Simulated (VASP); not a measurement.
Ge: single-point calculation (part 1 of 2)

The run: single-point calculation of Ge (Fd-3m, 8 atoms in the cell). Method and program: Kohn-Sham DFT of a periodic cell, PBEsol, VASP PAW PBE potentials, recommended, no spin polarisation (VASP 6.6.1).

The structure derives from an entry of the Crystallography Open Database. It belongs to a series of runs on one base structure; here: grid = ENCUT=300 dk=0.45 cell=2x2x1 ISMEAR=0 SIGMA=0.05 LREAL=Auto EDIFF=1e-06.

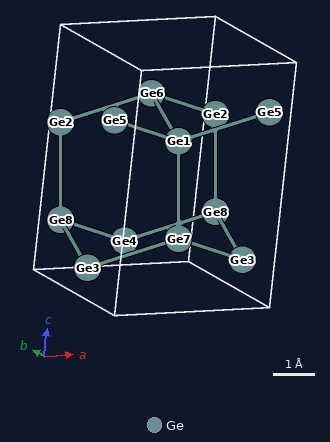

**Figure 1.** The structure as given in the input (ball-and-stick view of the reduced cell, seen slightly off an axis; atoms are numbered from 1 in the order of the input). An atom can appear more than once, as a periodic image. Near neighbours in the periodic cell (some may lie outside the picture): Ge has 4 Ge at 2.45 Å.

Key numbers:

- outcome: converged
- space group (tolerance 0.01 Å): Fd-3m (227)
- electrons treated: 112
- free energy: −39.4035 eV
- gap on the k-point mesh: none (metallic)
- pressure: −0.71 GPa
- largest force (length of the vector): 0.012 eV/Å
- hardware: 1 thread of AMD EPYC (Zen 5), 450 GiB of memory available, shared host
- wall time: 2.8 min
- peak memory: 0.24 GiB

Remarks:

Settings chosen away from the usual ones: grid = ENCUT=300 dk=0.45 cell=2x2x1 ISMEAR=0 SIGMA=0.05 LREAL=Auto EDIFF=1e-06. The settings depart from the standard set-up of this series, which can bear on the numbers.

INCAR:
```
SYSTEM = Ge
ALGO     = Fast           ! electronic algorithm
EDIFF    = 1E-6           ! SCF threshold, eV
ENCUT    = 300            ! plane-wave cutoff, eV
GGA      = PS             ! functional
ISIF     = 2              ! what is computed and relaxed
ISMEAR   = 0              ! smearing method
LASPH    = .TRUE.         ! aspherical terms in the spheres
LCHARG   = .FALSE.        ! write CHGCAR
LREAL    = Auto         
LWAVE    = .FALSE.        ! write WAVECAR
NBANDS   = 64             ! bands
NELM     = 120            ! most SCF steps
PREC     = Accurate       ! precision mode
SIGMA    = 0.05           ! smearing width, eV
```

KPOINTS:
```
k-points
0
G
  5 5 5
  0 0 0
```

POSCAR:
```
Ge
1.0
    0.0000000000      5.6578200000      5.6578200000
    5.6578200000      0.0000000000      5.6578200000
    2.8289100000      2.8289100000      0.0000000000
Ge
8
Direct
    0.3750000000      0.3750000000      0.7500000000
    0.3750000000      0.8750000000      0.7500000000
    0.8750000000      0.3750000000      0.7500000000
    0.8750000000      0.8750000000      0.7500000000
    0.2500000000      0.2500000000      0.5000000000
    0.2500000000      0.7500000000      0.5000000000
    0.7500000000      0.2500000000      0.5000000000
    0.7500000000      0.7500000000      0.5000000000
```

Command:
```bash
cat potpaw_PBE.64/Ge_d/POTCAR > POTCAR
mpirun -np 1 vasp_std > vasp.out
```

OSZICAR:
```
N       E                     dE             d eps       ncg     rms          rms(c)
DAV:   1     0.114470127004E+04    0.11447E+04   -0.40151E+04  4048   0.357E+03
DAV:   2     0.174165930636E+03   -0.97054E+03   -0.94616E+03  3456   0.887E+02
DAV:   3    -0.252520330382E+02   -0.19942E+03   -0.19250E+03  3784   0.224E+02
DAV:   4    -0.396320082492E+02   -0.14380E+02   -0.14225E+02  3888   0.694E+01
DAV:   5    -0.400027256259E+02   -0.37072E+00   -0.37017E+00  3864   0.122E+01    0.658E+00
RMM:   6    -0.395909464128E+02    0.41178E+00   -0.23848E-01  4113   0.325E+00    0.381E+00
RMM:   7    -0.393952014073E+02    0.19575E+00   -0.36726E-01  4235   0.338E+00    0.326E-01
RMM:   8    -0.394013953128E+02   -0.61939E-02   -0.46768E-02  4281   0.131E+00    0.172E-01
RMM:   9    -0.394033888672E+02   -0.19936E-02   -0.14636E-02  5404   0.571E-01    0.104E-01
RMM:  10    -0.394034800695E+02   -0.91202E-04   -0.12853E-03  4461   0.163E-01    0.303E-02
RMM:  11    -0.394035248137E+02   -0.44744E-04   -0.46776E-04  5264   0.861E-02    0.222E-02
RMM:  12    -0.394035311304E+02   -0.63167E-05   -0.67156E-05  4397   0.307E-02    0.886E-03
RMM:  13    -0.394035330701E+02   -0.19398E-05   -0.17374E-05  3131   0.150E-02    0.252E-03
RMM:  14    -0.394035333725E+02   -0.30241E-06   -0.46709E-06  2832   0.122E-02
   1 F= -.39403533E+02 E0= -.39403170E+02  d E =-.727164E-03
```

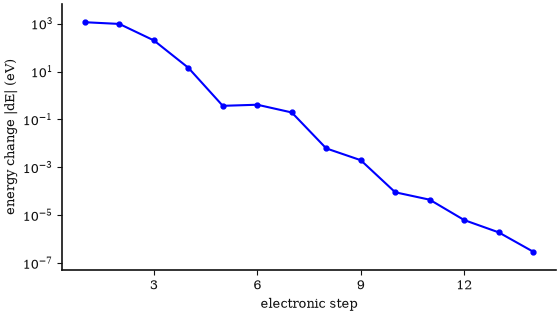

**Figure 2.** Convergence of the self-consistent field: energy change |dE| against the electronic step. It takes 14 electronic steps.

Parts of OUTCAR:
```
SYSTEM = Ge
   EDIFF = 1E-6
   ENCUT = 300
   GGA = PS
   ISIF = 2
   ISMEAR = 0
   LASPH = .TRUE.
   LREAL = Auto
   NELM = 120
   PREC = Accurate

 Found     27 irreducible k-points:

 Following reciprocal coordinates:
            Coordinates               Weight
  0.000000  0.000000  0.000000      1.000000
  0.200000  0.000000  0.000000      4.000000
  0.400000  0.000000  0.000000      4.000000
  0.200000  0.200000  0.000000      2.000000
  0.400000  0.200000  0.000000      4.000000
 -0.400000  0.200000  0.000000      4.000000
   k-points           NKPTS =     27   k-points in BZ     NKDIM =     27   number of bands    NBANDS=     64
   number of dos      NEDOS =    301   number of ions     NIONS =      8
   total plane-waves  NPLWV =  55296
   dimension x,y,z NGX =    48 NGY =   48 NGZ =   24
   dimension x,y,z NGXF=    96 NGYF=   96 NGZF=   48
   ions per type =               8
   NGX,Y,Z   is equivalent  to a cutoff of   9.97,  9.97,  9.97 a.u.
   NGXF,Y,Z  is equivalent  to a cutoff of  19.95, 19.95, 19.95 a.u.
 SYSTEM =  Ge
   PREC   = accura    normal or accurate (medium, high low for compatibility)
   ISTART =      0    job   : 0-new  1-cont  2-samecut
   ICHARG =      2    charge: 1-file 2-atom 10-const
   ISPIN  =      1    spin polarized calculation?
   LNONCOLLINEAR =      F non collinear calculations
   LSORBIT =      F    spin-orbit coupling
   LASPH  =      T    aspherical Exc in radial PAW
   ENCUT  =  300.0 eV  22.05 Ry    4.70 a.u.  11.30 11.30  5.65*2*pi/ulx,y,z
   NELM   =    120;   NELMIN=  2; NELMDL= -5     # of ELM steps
   EDIFF  = 0.1E-05   stopping-criterion for ELM
   LREAL  =      T    real-space projection
   EDIFFG = 0.1E-04   stopping-criterion for IOM
   NSW    =      0    number of steps for IOM
   IBRION =     -1    ionic relax: 0-MD 1-quasi-New 2-CG
   NFREE  =      0    steps in history (QN), initial steepest desc. (CG)
   ISIF   =      2    stress and relaxation
   ISYM   =      2    0-nonsym 1-usesym 2-fastsym
   POTIM  = 0.5000    time-step for ionic-motion
   TEBEG  =    0.0;   TEEND  =   0.0 temperature during run
   PSTRESS=    0.0 pullay stress
   NELECT =     112.0000    total number of electrons
   NUPDOWN=      -1.0000    fix difference up-down
   EMIN   =  10.00;   EMAX   =-10.00  energy-range for DOS
   EFERMI =   0.00;   METHOD = LEGACY
   ISMEAR =     0;   SIGMA  =   0.05  broadening in eV -4-tet -1-fermi 0-gaus
   EFERMI_NEDOS =   21; number of points for ismear=-14 and -15
   IALGO  =     68    algorithm
   IMIX   =      4    mixing-type and parameters
     AMIX     =   0.40;   BMIX     =  1.00
     AMIX_MAG =   1.60;   BMIX_MAG =  1.00
  volume/ion in A,a.u.               =      22.64       152.78
  Fermi-wavevector in a.u.,A,eV,Ry     =   1.394756  2.635708 26.468033  1.945346
  Thomas-Fermi vector in A             =   2.518275
   LORBIT       =      0    0 simple, 1 ext, 2 COOP (PROOUT), +10 PAW based schemes
   GGA     = PS    functional components
   LHFCALC =     F    Hartree Fock is set to
   AEXX    =    0.0000 exact exchange contribution
   IVDW    =     0    specifies the selected vdW correction
   LEPSILON=     F    determine dielectric tensor
   LRPA    =     F    only Hartree local field effects (RPA)
 non-spin polarized calculation
 RMM-DIIS sequential band-by-band and
 Gauss-broadening in eV      SIGMA  =   0.05
  energy-cutoff  :      300.00
  volume of cell :      181.11
 maximum number of plane-waves:      2162
 NGX is ok and might be reduce to    48
   NGX = 23   NGY = 23   NGZ = 11

 number of electron     111.9999686 magnetization

 Free energy of the ion-electron system (eV)
  ---------------------------------------------------
  ext. energy  EPLUGINS =         0.00000000
  ---------------------------------------------------
  free energy    TOTEN  =       -39.40353337 eV

  energy without entropy =      -39.40280621  energy(sigma->0) =      -39.40316979

 E-fermi :   4.8850     XC(G=0): -10.1261     alpha+bet :-10.4155

 val. band max:        4.8649426392   @ k =   0.0000   0.0000   0.0000
 cond. band min:       4.9831656191   @ k =   0.0000   0.0000   0.0000
 fundamental gap:      0.1182229799
 Fermi energy:         4.8850106111

 k-point     1 :       0.0000    0.0000    0.0000
  band No.  band energies     occupation
      1     -19.9370      2.00000
      2     -19.9332      2.00000
      3     -19.9253      2.00000
      4     -19.9253      2.00000
      5     -19.9235      2.00000
      6     -19.9235      2.00000
      7     -19.9045      2.00000
      8     -19.9007      2.00000
      9     -19.9004      2.00000
     10     -19.8854      2.00000
     11     -19.8854      2.00000
     12     -19.8663      2.00000
     13     -19.8630      2.00000
     14     -19.8511      2.00000
     15     -19.8472      2.00000
     16     -19.8240      2.00000
     17     -19.8240      2.00000
     18     -19.8217      2.00000
     19     -19.8217      2.00000
     20     -19.7467      2.00000
     21     -19.7467      2.00000
     22     -19.6940      2.00000
     23     -19.6899      2.00000
     24     -19.6882      2.00000
     25     -19.6882      2.00000
     26     -19.6854      2.00000
     27     -19.6854      2.00000
     28     -19.6752      2.00000
     29     -19.6752      2.00000
     30     -19.6558      2.00000
     31     -19.6519      2.00000
     32     -19.6516      2.00000
     33     -19.6406      2.00000
     34     -19.6374      2.00000
     35     -19.6131      2.00000
     36     -19.6131      2.00000
     37     -19.6111      2.00000
     38     -19.6111      2.00000
     39     -19.5998      2.00000
     40     -19.5960      2.00000
     41      -7.9341      2.00000
     42      -5.8359      2.00000
     43      -5.8359      2.00000
     44      -4.0398      2.00000
     45      -4.0383      2.00000
     46      -2.7640      2.00000
     47      -2.7640      2.00000
     48       1.7743      2.00000
     49       1.7767      2.00000
     50       3.4533      2.00000
     51       3.4533      2.00000
     52       3.4561      2.00000
     53       3.4561      2.00000
     54       4.8553      1.59966
     55       4.8622      1.48057
     56       4.8623      1.47907
     57       4.8649      1.42970
     58       4.9832      0.00550
     59       4.9832      0.00550
     60       5.5274      0.00000
     61       5.5282      0.00000
     62       7.3933      0.00000
     63       7.3936      0.00000
     64       7.3973      0.00000

 k-point     2 :       0.2000    0.0000    0.0000
  band No.  band energies     occupation
      1     -19.9420      2.00000
      2     -19.9356      2.00000
      3     -19.9326      2.00000
      4     -19.9256      2.00000
      5     -19.9251      2.00000
      6     -19.9238      2.00000
      7     -19.9081      2.00000
      8     -19.9063      2.00000
      9     -19.9008      2.00000
     10     -19.8862      2.00000
     11     -19.8741      2.00000
     12     -19.8598      2.00000
     13     -19.8579      2.00000
     14     -19.8549      2.00000
     15     -19.8257      2.00000
     16     -19.8234      2.00000
     17     -19.8229      2.00000
     18     -19.8164      2.00000
     19     -19.8157      2.00000
     20     -19.7654      2.00000
     21     -19.7301      2.00000
     22     -19.7185      2.00000
     23     -19.7028      2.00000
     24     -19.6897      2.00000
     25     -19.6877      2.00000
     26     -19.6851      2.00000
     27     -19.6790      2.00000
     28     -19.6782      2.00000
     29     -19.6730      2.00000
     30     -19.6626      2.00000
     31     -19.6606      2.00000
     32     -19.6559      2.00000
     33     -19.6329      2.00000
     34     -19.6305      2.00000
     35     -19.6138      2.00000
     36     -19.6117      2.00000
     37     -19.6090      2.00000
     38     -19.6039      2.00000
     39     -19.5973      2.00000
     40     -19.5962      2.00000
     41      -7.8117      2.00000
     42      -6.2143      2.00000
     43      -5.7749      2.00000
     44      -4.7120      2.00000
     45      -3.2872      2.00000
     46      -2.6729      2.00000
     47      -2.1357      2.00000
     48       1.4080      2.00000
     49       1.8915      2.00000
     50       2.4959      2.00000
     51       2.9838      2.00000
     52       3.2171      2.00000
     53       3.5399      2.00000
     54       3.5427      2.00000
     55       4.6303      2.00000
     56       4.6330      2.00000
     57       5.0668      0.00000
     58       5.6087      0.00000
     59       5.8520      0.00000
     60       5.9573      0.00000
     61       6.3601      0.00000
     62       7.7059      0.00000
     63       7.7104      0.00000
     64       7.9987      0.00000
```
